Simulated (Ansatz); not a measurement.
## A convergence test on LaBiS2O (P4/nmm): k mesh of the hybrid

Aim: see how gap, energy and time of LaBiS2O (P4/nmm) follow the k mesh of the hybrid.

Method: DFT, HSE06, plane waves, PAW; PAW set soft_1, in Ansatz 0.2.0.

## Step 1: The starting structure

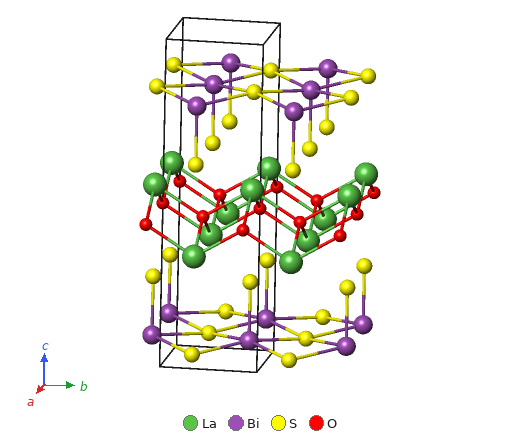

Start, viewed slightly off an axis; lanthanum green, bismuth purple, sulfur yellow, oxygen red. 2×2×1 cells are drawn. Some periodic images of atoms are drawn too.

Coordinates:

```cif
data_structure
_symmetry_space_group_name_H-M 'P4/nmm:1'
_symmetry_Int_Tables_number 129
_cell_length_a 4.0646
_cell_length_b 4.0646
_cell_length_c 13.8614
_cell_angle_alpha 90.000
_cell_angle_beta 90.000
_cell_angle_gamma 90.000
_cell_volume 229.00
loop_
_atom_site_label
_atom_site_type_symbol
_atom_site_symmetry_multiplicity
_atom_site_Wyckoff_symbol
_atom_site_fract_x
_atom_site_fract_y
_atom_site_fract_z
_atom_site_occupancy
La1 La 2 c 0.50000 0.00000 0.58924 1
Bi1 Bi 2 c 0.00000 0.50000 0.87006 1
S1 S 2 c 0.50000 0.00000 0.88843 1
S2 S 2 c 0.00000 0.50000 0.69097 1
O1 O 2 b 0.00000 0.00000 0.50000 1
```

Geometry: measured lattice cell, ions relaxed with r2SCAN; the structure entry is the Materials Project's. The runs that relaxed it are not among those shown. Spin-orbit coupling is left out unless a step names it.

## Step 2: k mesh of the hybrid: 2×2×1

input.yaml

```yaml
crystal:
  lattice:
    - [4.0646, 0.0, 0.0]
    - [0.0, 4.0646, 0.0]
    - [0.0, 0.0, 13.8614]
  atoms:
    - { symbol: La, position: [0.5, 0.0, 0.5892440202] }
    - { symbol: La, position: [0.0, 0.5, 0.4107559798] }
    - { symbol: Bi, position: [0.0, 0.5, 0.8700576921] }
    - { symbol: Bi, position: [0.5, 0.0, 0.1299423079] }
    - { symbol: S, position: [0.5, 0.0, 0.8884349997] }
    - { symbol: S, position: [0.0, 0.5, 0.1115650003] }
    - { symbol: S, position: [0.0, 0.5, 0.6909721575] }
    - { symbol: S, position: [0.5, 0.0, 0.3090278425] }
    - { symbol: O, position: [0.0, 0.0, 0.5] }
    - { symbol: O, position: [0.5, 0.5, 0.5] }
kpoints:
  mp_grid: { grid: [2, 2, 1] }
  band_path:
    path:
      - [0.0, 0.0, 0.0]
      - [0.0, 0.5, 0.0]
      - [0.5, 0.5, 0.0]
      - [0.0, 0.0, 0.5]
      - [0.0, 0.5, 0.5]
      - [0.5, 0.5, 0.5]
      - [0.0, 0.45, 0.0]
    npoints: 1
hamiltonian:
  xc: hse06
  pseudopotentials: { kind: paw, azcp: { folder: soft_1 } }
scf:
  occupations: { method: fixed }
  n_extra_bands: 7
output:
  eigenvalues: true
  write_density: true
  write_potential: true
  elf: true
  volumetric_format: npy
```

Started as:

```console
> ansatz run input.yaml --threads 3 --pin off --max-ram 92160MiB --backend cuda --events-out ev --progress --plain --runs-dir out --devices 1 --max-vram 13GiB
```

Numbers of over 12 decimals in the logs are rounded to 6 here.

The log of the run:

```text
scf.n_extra_bands = 7 over 44 filled bands (N_el = 88.0): the run solves 51 bands
exact exchange: scf.exx.singularity resolves to wigner_seitz, which cuts the screened interaction at the faces of the exchange supercell's Wigner-Seitz cell, so that each pair interacts once, at the shortest of its separations (the periodic images that this leaves out come, for a point-like exchange hole, to about 0.031 eV on a filled level). The cut falls within the interaction's reach, and what an exchange supercel [...]
GPUs: using 1 of 1 available (devices: 1).
Engine: ansatz 0.2.0, x86_64-unknown-linux-gnu
Pseudopotentials: kind: paw
Pseudopotential: La, paw, valence charge 11, recommended cutoff 420 eV (normal), soft_1/La.paw.azcp
Pseudopotential: Bi, paw, valence charge 15, recommended cutoff 420 eV (normal), soft_1/Bi.paw.azcp
Pseudopotential: S, paw, valence charge 6, recommended cutoff 420 eV (normal), soft_1/S.paw.azcp
Pseudopotential: O, paw, valence charge 6, recommended cutoff 420 eV (normal), soft_1/O.paw.azcp
Functional definition: HSE06
  parameter a = 0.25
  parameter omega = 0.11/bohr
  exchange = pbe_x - a*pbe_x_sr(omega) + a*exact_x_sr(omega)
  correlation = pbe_c
davidson cushion auto → on  (no smearing: the cushion is to keep the highest requested band from converging to the state above it; pin scf.eigensolver.cushion to override)
device memory: the entry about to start is reckoned to put 2.9 GiB on a device that reports 47.4 GiB free (of which the cap on the GPU budget leaves the run 13.0 GiB)
GPU FFT provider: cuFFT
GPU libraries: cuBLAS 13.8.2, cuFFT 12.4.0, cuSOLVER 12.3.4
Crystal: 10 atoms, lattice volume = 229.004 Å³
Basis set: ecut = 420 eV, 4479 PW (Γ)
Bands: 51, of which v1, the nominal top of the filled ones, is band 44 counted from 1 (43 counted from 0)
Symmetry: 16 space group operations
Space group: P4/nmm (ITA 129), of the structure as read, at distance tolerance 6.1e-5 Å
k-points: 3 of 4
Non-local potential: La, projectors of the file, l = 0: 3, l = 1: 2, l = 2: 2, l = 3: 3
Non-local potential: Bi, projectors of the file, l = 0: 2, l = 1: 2, l = 2: 2, l = 3: 1
Non-local potential: S, projectors of the file, l = 0: 2, l = 1: 2, l = 2: 1
Non-local potential: O, projectors of the file, l = 0: 2, l = 1: 2, l = 2: 1
PAW form: soft (Blöchl's): semilocal exchange-correlation on the pseudo side does not see the compensation charge
PAW frozen core: La, regenerated for the run's functional, and the local potential with it (the file was generated under x = pbe(κ = 0.804, μ = 0.219515), c = pbe(β = 0.066725))
PAW frozen core: Bi, regenerated for the run's functional, and the local potential with it (the file was generated under x = pbe(κ = 0.804, μ = 0.219515), c = pbe(β = 0.066725))
PAW frozen core: S, regenerated for the run's functional, and the local potential with it (the file was generated under x = pbe(κ = 0.804, μ = 0.219515), c = pbe(β = 0.066725))
PAW frozen core: O, regenerated for the run's functional, and the local potential with it (the file was generated under x = pbe(κ = 0.804, μ = 0.219515), c = pbe(β = 0.066725))
PAW one-centre angular grid: La, 590 points (default); XC on 64 Gauss nodes
PAW one-centre angular grid: Bi, 590 points (default); XC on 64 Gauss nodes
PAW one-centre angular grid: S, 110 points (default); XC on 64 Gauss nodes
PAW one-centre angular grid: O, 110 points (default); XC on 96 Gauss nodes
Initial density: superposition of atomic densities (chi_scale 0.1, normalization cell, long waves kept (reshape's long-wave potential 0.46 eV rms))
Initial wavefunctions: pseudopotential atomic-orbital guess
GPU buffer pool allocated for 86400 grid points (all kernels)
GPU transforms: local potential and band sums: pruned to the plane-wave sphere, on 27×27×96
[...]
SCF iter   5: F=—  HF=-42070.759305 eV  |F-HF|=—  |Δ(HF+E_count)|=   2.57e-3  Δρ=5.29e-4  dr2=9.28e-4  ethr=1.79e-7  ⟨swp⟩=9.0  Hψ=703  notcnv=0  defer=1
SCF iter   6: F=—  HF=-42070.759123 eV  |F-HF|=—  |Δ(HF+E_count)|=   1.82e-4  Δρ=1.29e-4  dr2=3.11e-4  ethr=1.79e-7  ⟨swp⟩=6.0  Hψ=531  notcnv=0
SCF iter   7: F=—  HF=-42070.760780 eV  |F-HF|=—  |Δ(HF+E_count)|=   1.66e-3  Δρ=2.43e-4  dr2=5.49e-4  ethr=7.21e-8  ⟨swp⟩=7.7  Hψ=686  notcnv=0  defer=12
SCF iter   8: F=-42070.760672 eV  HF=-42070.760676 eV  |F-HF|=3.58e-6  |Δ(HF+E_count)|=   1.04e-4  Δρ=3.51e-5  dr2=1.44e-5  ethr=7.21e-8  ⟨swp⟩=8.3  Hψ=522  notcnv=0  defer=1
SCF 2 stopped early in 8 iterations: F = -42070.760672 eV  dr2 = 1.44e-5
hybrid outer 1: dexx = +5.964e-2 eV, tail = 2.49e-4 eV
GPU FFT provider: cuFFT
GPU libraries: cuBLAS 13.8.2, cuFFT 12.4.0, cuSOLVER 12.3.4
GPU buffer pool allocated for 86400 grid points (all kernels)
GPU transforms: local potential and band sums: pruned to the plane-wave sphere, on 27×27×96
Exchange kernel: α = 0.2500, screened, ω = 0.2079 Å⁻¹, Wigner–Seitz truncation, v(0) = 853.4214 eV·Å³, q-mesh 2×2×1, nearest image of the exchange supercell L = 8.13 Å, pair-density grid 24×24×72, without the augmentation charges, whose exchange is taken in its separable form by FFT convolution over the k-point mesh (sized by the pseudopotential files, 30×30×96 at the most), smooth part of the exact exchange by density-matrix convolution in up to 1.22 GiB of GPU memory as planned if the GPU has room (build and FFT work areas not counted)
Frozen-core exchange: fock
SCF iter   1: F=—  HF=-42070.757620 eV  |F-HF|=—  |Δ(HF+E_count)|=         —  Δρ=8.58e-5  dr2=2.19e-5  ethr=1.41e-6  ⟨swp⟩=9.7  Hψ=436  notcnv=0
preconditioner: auto → none  [insulator: Δε(μ)=1.410 eV  Ē_g=11.021 eV  n_scr=50 (ndim 8)  ℏωp=19.1 eV  f_vac=0.002]
SCF iter   2: F=—  HF=-42070.757623 eV  |F-HF|=—  |Δ(HF+E_count)|=   2.28e-6  Δρ=3.44e-5  dr2=4.48e-6  ethr=2.11e-8  ⟨swp⟩=6.3  Hψ=535  notcnv=0
SCF iter   3: F=—  HF=-42070.757628 eV  |F-HF|=—  |Δ(HF+E_count)|=   5.01e-6  Δρ=1.87e-5  dr2=8.98e-7  ethr=4.01e-9  ⟨swp⟩=7.3  Hψ=517  notcnv=0  defer=12
SCF iter   4: F=—  HF=-42070.757627 eV  |F-HF|=—  |Δ(HF+E_count)|=   1.45e-7  Δρ=8.34e-6  dr2=2.43e-7  ethr=8.81e-10  ⟨swp⟩=7.7  Hψ=497  notcnv=0  defer=1
SCF iter   5: F=-42070.757627 eV  HF=-42070.757627 eV  |F-HF|=2.31e-8  |Δ(HF+E_count)|=   4.19e-8  Δρ=1.87e-6  dr2=4.78e-8  ethr=2.45e-10  ⟨swp⟩=5.3  Hψ=438  notcnv=0
SCF 3 converged in 5 iterations: F = -42070.757627 eV  dr2 = 4.78e-8
hybrid outer 2: dexx = +6.373e-6 eV, tail = 1.64e-7 eV, Δε = 7.49e-3 eV (about 2.72e-4 eV left of the loop's levels)
the search or the solves at the SCF's close seem to have found levels that the self-consistency loop had missed (the run counts 2). By its estimate they hold under 1e-12 electrons; where the run keeps them, the occupations were computed again with them
device memory: the entry about to start is reckoned to put 1.2 GiB on a device that reports 54.6 GiB free (of which the cap on the GPU budget leaves the run 13.0 GiB)
NSCF: frozen V_eff on 7 k-points
hybrid SCF converged: 2 outer / 13 inner (+12 warm-up), last move |dexx| = 6.37e-6 eV, tail = 1.64e-7 eV
Stability not checked: this state was not tested for a lower state beside it, because the functional holds exact exchange (a hybrid, or Hartree-Fock), whose exchange loop this test does not read (fock_operator; see scf.lower_state_search)
Free energy (F): -42070.757627 eV
Frozen-core exchange: fock
Harris-Foulkes:  -42070.757627 eV  (|F-HF|=2.31e-8)
Internal energy: -42070.757627 eV  (E = F + TS)
E sigma→0 (E₀):  -42070.757627 eV
Fermi energy:    7.687160 eV
--- Per-component energies (eV) ---
  E_band       = -441.390103
  E_kinetic    = 1638.644485
  E_local      = -5095.770201  (includes V_loc(G=0)·N_el)
  E_nonlocal   = 1226.682624
  E_hartree    = 1924.297699
  E_xc         = -881.368826
  E_vxc        = -860.827124  (∫ρ·V_xc dr)
  E_exx        = -198.292066  (= α·E_x^exact, valence–valence)
  E_paw        = -34945.058466  (= ΣΔE_a)
  E_vpaw       = -802.137140  (= ΣTr[D̂ρ^β])
  E_aug_tail   = 0.001931  (compensation charges beyond the density's cutoff)
  E_ewald      = -5739.432719
  E_core_change = -0.462086  (= ΣΔE_core)
  E_smearing   = -0.000000  (= −TS)
  E_closure    = -0.000000  (closes the sum)
  Σ components = -42070.757627   (vs F -42070.757627, Δ=0.00e0)
--- Band table (eV) ---
  k-point 0: bands = [... 40 lower, 6.7144, 6.8246, 7.1392, 7.1392, 12.0335, 12.1928, 12.2483, 12.9247, ... 3 higher]
  k-point 1: bands = [... 40 lower, 6.7090, 6.7090, 7.6872, 7.6872, 9.0975, 9.0975, 9.6567, 9.6567, ... 3 higher]
  k-point 2: bands = [... 40 lower, 5.8922, 5.8922, 6.7170, 6.7170, 12.3108, 12.3108, 13.1221, 13.1221, ... 3 higher]
```

Elapsed: 16 s, on 1 × NVIDIA H100 80GB HBM3 (shared by 6 runs) with 3 threads of AMD EPYC 7R13 (Zen 3), shared host; peak memory 1.3 GiB.

The column dr2 measures how far the density is from self-consistency, as an energy; F and HF (Harris–Foulkes) agree once it is small.

This step gave:

```
gap                     : 1.381 eV
valence top at          : k = (0.000, 0.450, 0.000)
conduction bottom at    : X
least direct gap        : 1.384 eV
exact-exchange fraction : 0.25
```

The gap is indirect, with the least direct gap 0.003 eV higher.

## Step 3: k mesh of the hybrid: 4×4×2

Changes to input.yaml since step 2:

```diff
@@ -17,3 +17,3 @@
 kpoints:
-  mp_grid: { grid: [2, 2, 1] }
+  mp_grid: { grid: [4, 4, 2] }
   band_path:
@@ -36,5 +36 @@
   eigenvalues: true
-  write_density: true
-  write_potential: true
-  elf: true
-  volumetric_format: npy
```

The log of the run:

```text
[...]
GPUs: using 1 of 1 available (devices: 1).
[...]
GPU FFT provider: cuFFT
GPU libraries: cuBLAS 13.8.2, cuFFT 12.4.0, cuSOLVER 12.3.4
Crystal: 10 atoms, lattice volume = 229.004 Å³
Basis set: ecut = 420 eV, 4479 PW (Γ)
Bands: 51, of which v1, the nominal top of the filled ones, is band 44 counted from 1 (43 counted from 0)
Symmetry: 16 space group operations
[...]
k-points: 12 of 32
[...]
Fermi energy:    7.543136 eV
[...]
--- Band table (eV; the first three rows and the last of 12) ---
  k-point 0: bands = [... 40 lower, 6.7873, 6.7873, 7.2026, 7.2026, 12.0660, 12.1503, 12.2841, 12.8781, ... 3 higher]
  k-point 1: bands = [... 40 lower, 6.8141, 7.1122, 7.1858, 7.1858, 11.9271, 12.1310, 12.1846, 12.5208, ... 3 higher]
  k-point 2: bands = [... 40 lower, 6.5956, 6.6968, 6.9882, 7.1452, 10.6631, 11.0716, 11.1134, 11.4044, ... 3 higher]
  k-point 11: bands = [... 40 lower, 5.9725, 5.9725, 6.3919, 6.3919, 12.2156, 12.2156, 13.0439, 13.0439, ... 3 higher]
[key lines of the parts left out:]
Free energy (F): -42072.791496 eV
```

The job ended after 41 s (1 × NVIDIA H100 80GB HBM3 (shared by 6 runs) with 3 threads; peak memory 1.7 GiB).

Numbers from this step:

| Quantity | Value |
| --- | --- |
| gap | 1.337 eV |
| valence top at | k = (0.000, 0.450, 0.000) |
| conduction bottom at | X |
| least direct gap | 1.359 eV |

The gap is 1.337 eV, −0.044 eV from the run before at this level.

## Step 4: The series

Differences are against the last row; a negative gap means that bands overlap, and a run with a band path holds that path's time. Times are wall times on 1 × NVIDIA H100 80GB HBM3 (shared by 6 runs) with 3 threads of AMD EPYC 7R13 (Zen 3), shared host, good to a factor of about two.

```tsv
k mesh of the hybrid	gap (eV)	direct gap (eV)	gap error (eV)	energy error (meV/atom)	irreducible k	time
2×2×1	1.381	1.384	+0.044	+203.4	3	16 s
4×4×2	1.337	1.359	+0.000	+0.0	12	41 s
```

## Step 5: Outcome

```yaml
2x2x1: 1.381 eV
4x4x2: 1.337 eV
```

**Reading.** The gap holds to 0.02 eV from 4×4×2 on, the last run itself, so the series does not show convergence. At 2×2×1 the gap is off by +0.044 eV and the energy by +203 meV/atom. The gap is read over the mesh and added points near the edges, so meshes differ mainly through the density and, for a hybrid, the exchange operator.

[Paths, hosts, dates, memory and timing lines, banners, echoed tables and standing remarks are left out of the program output.]

[Logs are printed without paths, hosts, clocks, repeated set-up lines and the standing remarks that a program may print on its own settings, such as how far it seeks lower states.]

[Runs of the session that timed out or met a known fault of the program may be left out.]

[Cells called generated may have been cut or substituted from an entry of the Crystallography Open Database or the Materials Project.]

[Hosts, paths, dates, database ids (printed as entryN), source tags and the programs' standing remarks are cut or masked in the printed files.]
